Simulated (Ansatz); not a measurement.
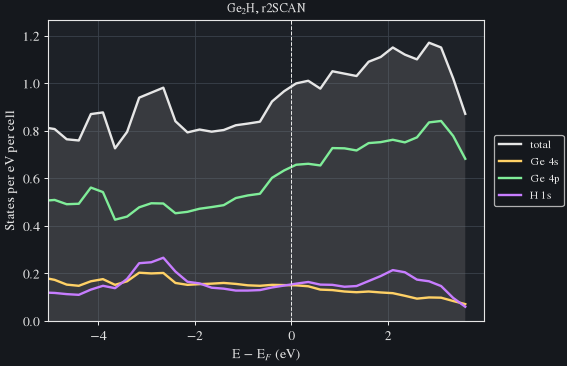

Density of states. Energies are counted from the Fermi level. The partial curves are projected on Löwdin-orthogonalised atomic shells.

The Ansatz input:

```
crystal:
  lattice:
    - [0.0, 3.05381, 0.0]
    - [3.05381, 0.0, 0.0]
    - [1.526905, 1.526905, -4.102408]
  atoms:
    - { symbol: H, position: [0.0, 0.0, 0.0] }
    - { symbol: Ge, position: [0.333, 0.333, 0.334] }
    - { symbol: Ge, position: [0.667, 0.667, 0.666] }
  symmetry: { tolerance: 0.0003 }
kpoints:
  mp_grid: { grid: [12, 12, 12], shift: [0, 0, 0] }
  band_path:
    path:
      - [0.0, 0.0, 0.0]
      - [0.5, 0.5, 0.5]
      - [0.5, 0.5, 0.25]
      - [0.0, 0.5, 0.0]
      - [0.0, 0.0, 0.0]
      - [0.0, 0.0, -0.5]
      - [0.0, 0.4307346, -0.2846327]
      - [0.0, 0.5692654, 0.2846327]
      - [0.0, 0.0, 0.0]
      - [0.5, 0.5, 0.5]
      - [0.4307346, 0.5692654, 0.5]
    npoints: 6
magnetization:
  spin_polarized: false
scf:
  occupations: { method: gaussian, width: 0.0399 }
  lower_state_search: "off"
  max_iter: 200
hamiltonian:
  pseudopotentials: { kind: paw }
  xc: r2scan
basis:
  ecutwfc: 500
  fft_grid_basis: typed
output:
  forces: true
  stress: true
  eigenvalues: true
  bader: true
  populations: true
  elf: true
  write_potential: true
  volumetric_format: npy
  dos:
    e_range: [-12, 8]
    de: 0.05
    projected: { site_lists: { Ge: [Ge], H: [H] } }
checkpoint:
  read: saved_state
```

> What is the density of states at the Fermi level?

It is a metal. The density of states at the Fermi level is about 0.98 per eV and cell (mean within 0.25 eV), or 0.33 per atom.

> What carries the states at the Fermi level?

By projected weight, the states within 0.3 eV of the Fermi level are Ge 4p (70 %), H 1s (15 %) and Ge 4s (15 %).

The structure was built from a prototype or by substitution, so it need not be a known phase. The atoms aren't at rest in this cell (largest force 1.7 eV/Å), so the relaxed material can differ. The cell is at 13 GPa in this functional.
